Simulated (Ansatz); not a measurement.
System: Si, space group Fd-3m (No. 227) (one of a set of cubic test structures, which need not be the stable phase).

How it was computed, with Ansatz 0.2.0 development build: equation of state of a cubic crystal from periodic Kohn-Sham density functional theory without spin, third-order Birch-Murnaghan fit to the free energies; pressure corrected for the finite basis. Level: HSE06.

structure type diamond; atoms in cell 2; space group number 227; lattice centring face-centred primitive; k mesh 4×4×4; occupation method Fermi–Dirac; occupation width 0.05 eV; wave cutoff 420 eV; datasets soft-1 PAW; density tolerance 0 eV; bands 8; density cutoff ratio 4; search for lower states default; exchange singularity Wigner-Seitz.

What does the calculation give for the energy above the lowest point and pressure against volume? The volume takes the values 18.82, 19.44, 20.05, 20.66, 21.28 Å³/atom.

A third-order Birch–Murnaghan fit gives V0 = 20.24 Å³/atom, B0 = 98.6 GPa and B′ = 4.1. The energy above the lowest point is 34.2 meV/atom at volume 18.82 Å³/atom and 14.3 meV/atom at 21.28 Å³/atom; the lowest computed point is at volume 20.05 Å³/atom (0.0 meV/atom). The pressure falls from 8.3 GPa at volume 18.82 Å³/atom to −4.4 GPa at 21.28 Å³/atom, and changes sign near 20.25 Å³/atom.

| volume (Å³/atom) | energy above the lowest point (meV/atom) | pressure (GPa) |
| --- | --- | --- |
| 18.82 | 34.2 | 8.3 |
| 19.44 | 10.1 | 4.4 |
| 20.05 | 0.0 | 1.0 |
| 20.66 | 2.0 | −1.9 |
| 21.28 | 14.3 | −4.4 |

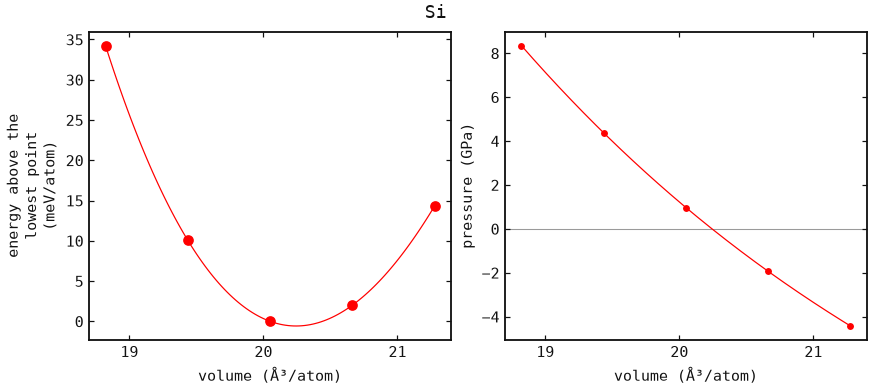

Caveats: modest k-mesh, values are not fully converged in k.
